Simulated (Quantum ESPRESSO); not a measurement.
```cif
data_structure
_symmetry_space_group_name_H-M 'P 1'
_symmetry_Int_Tables_number 1
_cell_length_a 6.0847
_cell_length_b 6.0847
_cell_length_c 6.0847
_cell_angle_alpha 90.000
_cell_angle_beta 90.000
_cell_angle_gamma 90.000
_cell_volume 225.28
loop_
_atom_site_label
_atom_site_type_symbol
_atom_site_fract_x
_atom_site_fract_y
_atom_site_fract_z
_atom_site_occupancy
Sr1 Sr 0.00000 0.00000 0.00000 1
Sr2 Sr 0.50000 0.50000 0.00000 1
Sr3 Sr 0.50000 0.00000 0.50000 1
Sr4 Sr 0.00000 0.50000 0.50000 1
```

Space group Fm-3m.

Computed with Quantum ESPRESSO 7.5, Kohn-Sham DFT of a periodic cell, PBEsol, GBRV 1.5 PBEsol.

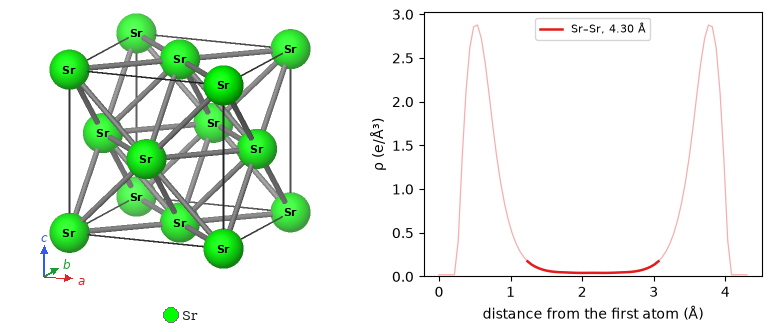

Sr. Valence charge density (pseudo) along straight lines between neighbouring atoms. Thin, pale parts lie inside the atomic spheres. The structure is drawn too.

Core electrons are replaced by pseudopotentials, and the valence fields are smoothed inside the atomic spheres.

### What can be read from the curves?

Sr–Sr (4.30 Å): ρ is about 0.04 e/Å³ halfway.
